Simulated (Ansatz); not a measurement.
Run report: Ni2Si, geometry relaxation (part 2 of 2)

The same run, continued: Ni2Si (P6₃/mmc, 12 atoms in the cell); DFT PBEsol, scalar-relativistic, plane waves, PAW, no spin polarisation (Ansatz 0.2.0); cutoff 420 eV, 10×8×6 k-mesh, Gaussian smearing of 0.1 eV. The structure derives from an entry of the Crystallography Open Database. It belongs to a series of runs on one base structure; here: 0 of 4 Si sites taken by Sn, cell and atoms relaxed.

Geometry of the input (Å; fractional positions):
```
-3.8685  0.0000  0.0000
0.0000  0.0000  -4.9170
0.0000  -6.7004  0.0000
Si 0.5000  0.2500  0.1667
Si 0.0000  0.2500  0.6667
Si 0.0000  0.7500  0.3333
Si 0.5000  0.7500  0.8333
Ni 0.0000  0.0000  0.0000
Ni 0.5000  0.0000  0.5000
Ni 0.0000  0.5000  0.0000
Ni 0.5000  0.5000  0.5000
Ni 0.5000  0.7500  0.1667
Ni 0.0000  0.7500  0.6667
Ni 0.0000  0.2500  0.3333
Ni 0.5000  0.2500  0.8333
```

## Output, continued
```
  k-point 0: bands = ["-85.6213", "-85.6205", "-85.6204", "-85.6203", "-85.3807", "-85.3801", "-85.3670", "-85.3670", "-46.2446", "-46.2436", "-46.2395", "-46.2387", "-46.2352", "-46.2345", "-46.2343", "-46.2329", "-46.1059", "-46.0983", "-46.0947", "-46.0942", "-46.0262", "-46.0178", "-45.9226", "-45.9186", "-45.9175", "-45.9160", "-45.9119", "-45.9118", "-45.9107", "-45.9017", "-45.8896", "-45.8874", "4.8041", "7.4106", "8.1849", "9.3279", "10.6513", "11.0151", "12.4164", "12.4167", "12.5637", "13.1486", "13.2244", "13.5035", "13.5931", "13.5932", "13.6508", "13.7753", "13.7756", "13.7799", "13.7845", "14.3000", "14.3009", "14.3578", "14.3907", "14.8562", "15.0337", "15.0587", "15.2553", "15.3539", "15.5884", "15.5890", "15.6251", "15.7206", "15.9440", "16.0863", "16.1202", "16.2405", "16.2407", "16.2556", "16.2558", "16.2781", "16.3379", "16.4097", "16.6091", "16.9518", "17.0129", "17.0137", "17.0889", "17.7950", "18.8685", "19.5145", "20.3747", "20.3791", "20.3792", "20.5336", "20.5337", "20.6430", "20.9310", "21.4189", "21.9421", "21.9421", "23.2782", "23.6990", "23.7569", "24.0449"]
  k-point 1: bands = ["-85.6212", "-85.6206", "-85.6204", "-85.6203", "-85.3806", "-85.3801", "-85.3670", "-85.3670", "-46.2443", "-46.2432", "-46.2400", "-46.2388", "-46.2349", "-46.2346", "-46.2346", "-46.2330", "-46.1055", "-46.0988", "-46.0946", "-46.0942", "-46.0256", "-46.0183", "-45.9223", "-45.9184", "-45.9178", "-45.9162", "-45.9119", "-45.9118", "-45.9100", "-45.9022", "-45.8894", "-45.8876", "4.8955", "6.8976", "8.6585", "9.3441", "10.7727", "11.0788", "12.3329", "12.4023", "12.4642", "12.9625", "13.2633", "13.3047", "13.4567", "13.6254", "13.7495", "13.7642", "13.8019", "13.9127", "14.0137", "14.1984", "14.2913", "14.3022", "14.3323", "14.7744", "15.0555", "15.1195", "15.3105", "15.4197", "15.5614", "15.5892", "15.6899", "15.6915", "16.0540", "16.1064", "16.1803", "16.1878", "16.1901", "16.2465", "16.2562", "16.3312", "16.3877", "16.4482", "16.6554", "16.9494", "16.9764", "17.0010", "17.1790", "17.7626", "19.0104", "19.1372", "19.3929", "19.6234", "20.3768", "20.6495", "20.8904", "21.4366", "21.4612", "21.5283", "21.8727", "22.0646", "23.7109", "23.7841", "23.8066", "24.1091"]
  k-point 2: bands = ["-85.6211", "-85.6208", "-85.6203", "-85.6203", "-85.3805", "-85.3802", "-85.3670", "-85.3670", "-46.2436", "-46.2420", "-46.2412", "-46.2394", "-46.2350", "-46.2349", "-46.2343", "-46.2333", "-46.1041", "-46.1003", "-46.0945", "-46.0943", "-46.0240", "-46.0198", "-45.9213", "-45.9188", "-45.9179", "-45.9166", "-45.9119", "-45.9118", "-45.9083", "-45.9038", "-45.8891", "-45.8880", "5.1668", "6.2015", "9.1536", "9.3739", "11.1871", "11.2654", "11.9368", "12.2957", "12.6041", "12.7186", "12.8465", "13.1221", "13.5085", "13.7195", "13.7253", "13.8793", "13.8967", "13.9998", "14.0210", "14.1489", "14.1711", "14.2839", "14.3055", "14.6041", "15.1950", "15.2469", "15.4870", "15.4990", "15.5440", "15.5925", "15.5954", "15.8839", "16.0098", "16.1015", "16.1221", "16.1570", "16.2122", "16.2438", "16.2473", "16.4287", "16.6116", "16.7055", "16.8552", "16.8788", "16.9465", "16.9746", "17.3691", "17.6754", "17.9742", "18.4249", "19.4154", "19.9363", "20.3100", "20.6779", "20.7184", "21.1514", "21.4887", "21.6460", "22.7483", "23.0625", "23.7753", "23.8245", "24.3030", "24.5166"]
  k-point 119: bands = ["-85.6205", "-85.6205", "-85.6205", "-85.6205", "-85.3738", "-85.3738", "-85.3738", "-85.3738", "-46.2390", "-46.2390", "-46.2390", "-46.2390", "-46.2380", "-46.2380", "-46.2380", "-46.2380", "-46.1005", "-46.1005", "-46.1005", "-46.1005", "-45.9547", "-45.9547", "-45.9547", "-45.9547", "-45.9134", "-45.9134", "-45.9134", "-45.9134", "-45.9124", "-45.9124", "-45.9124", "-45.9124", "8.3904", "8.3904", "8.3904", "8.3904", "10.1873", "10.1873", "10.1873", "10.1873", "13.2136", "13.2136", "13.2136", "13.2136", "13.6028", "13.6028", "13.6028", "13.6028", "14.3111", "14.3111", "14.3111", "14.3111", "14.5214", "14.5214", "14.5214", "14.5214", "15.1909", "15.1909", "15.1909", "15.1909", "15.2944", "15.2944", "15.2944", "15.2944", "15.9060", "15.9060", "15.9060", "15.9060", "15.9077", "15.9077", "15.9077", "15.9077", "16.3574", "16.3574", "16.3574", "16.3574", "16.7187", "16.7187", "16.7187", "16.7187", "18.6182", "18.6182", "18.6182", "18.6182", "20.5933", "20.5933", "20.5933", "20.5933", "23.4150", "23.4150", "23.4150", "23.4150", "24.0370", "24.0370", "24.0370", "24.0370"]
--- Relaxed structure (1 steps of the walk, 1 accepted, 1 SCFs on fresh bases) ---
  F+E_penalty+E_count = -48932.71829059 eV   max|allowed force component| = 1.002e-3 eV/Å   (the final SCF, on the basis selected at the relaxed cell)
  cell:  # Å, volume = 127.4490 Å³
    - [-3.8684636568, 0.0, 0.0]
    - [0.0, 0.0, -4.9169852768]
    - [0.0, -6.7003756008, 0.0]
  atoms:
    - { symbol: Si, position: [0.49999999999999994, 0.24999999999999997, 0.16666666669999997] }
    - { symbol: Si, position: [0.0, 0.24999999999999997, 0.6666666666999999] }
    - { symbol: Si, position: [0.0, 0.7499999999999999, 0.3333333332999999] }
    - { symbol: Si, position: [0.49999999999999994, 0.7499999999999999, 0.8333333332999999] }
    - { symbol: Ni, position: [-0.0, -0.0, -0.0] }
    - { symbol: Ni, position: [0.49999999999999994, 0.0, 0.49999999999999994] }
    - { symbol: Ni, position: [0.0, 0.49999999999999994, 0.0] }
    - { symbol: Ni, position: [0.49999999999999994, 0.49999999999999994, 0.49999999999999994] }
    - { symbol: Ni, position: [0.49999999999999994, 0.7499999999999999, 0.16666666669999997] }
    - { symbol: Ni, position: [0.0, 0.7499999999999999, 0.6666666666999999] }
    - { symbol: Ni, position: [0.0, 0.24999999999999997, 0.3333333332999999] }
    - { symbol: Ni, position: [0.49999999999999994, 0.24999999999999997, 0.8333333332999999] }
```

## Trajectory as extended XYZ (Å, eV, eV/Å), 2 frames, from step=1 to step=2
```
12
Lattice="-3.8685 0.0000 0.0000 0.0000 0.0000 -4.9170 0.0000 -6.7004 0.0000" Properties=species:S:1:pos:R:3:forces:R:3 step=1 energy=-48932.71829 pressure_GPa=-0.03
Si   -1.9342   -1.1167   -1.2292    0.0000  -0.0010   0.0000
Si    0.0000   -4.4669   -1.2292    0.0000  -0.0010   0.0000
Si    0.0000   -2.2335   -3.6877    0.0000   0.0010   0.0000
Si   -1.9342   -5.5836   -3.6877    0.0000   0.0010   0.0000
Ni    0.0000    0.0000    0.0000    0.0000   0.0000   0.0000
Ni   -1.9342   -3.3502    0.0000    0.0000   0.0000   0.0000
Ni    0.0000    0.0000   -2.4585    0.0000   0.0000   0.0000
Ni   -1.9342   -3.3502   -2.4585    0.0000   0.0000   0.0000
Ni   -1.9342   -1.1167   -3.6877    0.0000  -0.0002   0.0000
Ni    0.0000   -4.4669   -3.6877    0.0000  -0.0002   0.0000
Ni    0.0000   -2.2335   -1.2292    0.0000   0.0002   0.0000
Ni   -1.9342   -5.5836   -1.2292    0.0000   0.0002   0.0000
12
Lattice="-3.8685 0.0000 0.0000 0.0000 0.0000 -4.9170 0.0000 -6.7004 0.0000" Properties=species:S:1:pos:R:3:forces:R:3 step=2 energy=-48932.71829 pressure_GPa=-0.03
Si   -1.9342   -1.1167   -1.2292    0.0000  -0.0010   0.0000
Si    0.0000   -4.4669   -1.2292    0.0000  -0.0010   0.0000
Si    0.0000   -2.2335   -3.6877    0.0000   0.0010   0.0000
Si   -1.9342   -5.5836   -3.6877    0.0000   0.0010   0.0000
Ni    0.0000    0.0000    0.0000    0.0000   0.0000   0.0000
Ni   -1.9342   -3.3502    0.0000    0.0000   0.0000   0.0000
Ni    0.0000    0.0000   -2.4585    0.0000   0.0000   0.0000
Ni   -1.9342   -3.3502   -2.4585    0.0000   0.0000   0.0000
Ni   -1.9342   -1.1167   -3.6877    0.0000  -0.0002   0.0000
Ni    0.0000   -4.4669   -3.6877    0.0000  -0.0002   0.0000
Ni    0.0000   -2.2335   -1.2292    0.0000   0.0002   0.0000
Ni   -1.9342   -5.5836   -1.2292    0.0000   0.0002   0.0000
```

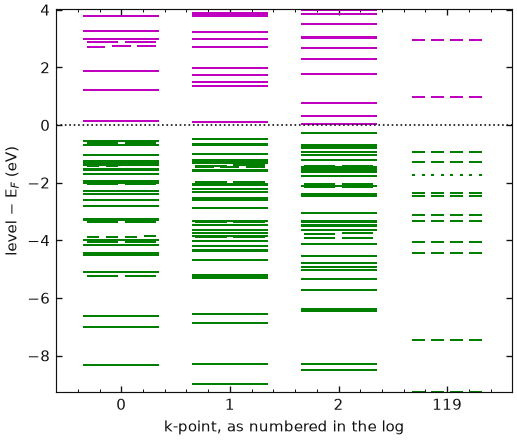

*Kohn–Sham levels near the Fermi level (dotted) at the few k-points that the log prints; levels within 0.02 eV of each other stand side by side.*

The system is metallic on the full mesh.

## Results in brief

| quantity | value |
| --- | --- |
| outcome | converged |
| space group (tolerance 0.01 Å) | P6₃/mmc (194) |
| electrons treated | 160 |
| free energy | −48932.7183 eV |
| Fermi energy | 17.650 eV |
| gap on the k-point mesh | none (metallic) |
| pressure | −0.03 GPa |
| final volume | 127.45 Å³ |
| largest force (length of the vector) at the end | 0.001 eV/Å |
| final cell | a = 3.868 Å, b = 4.917 Å, c = 6.700 Å, α = 90.00°, β = 90.00°, γ = 90.00° |
| wall time | 2.1 min (CPU time 4.2 min) |
| peak memory | 1.2 GiB |

## Remarks

The run has no spin polarisation, so a magnetic state may lie lower.
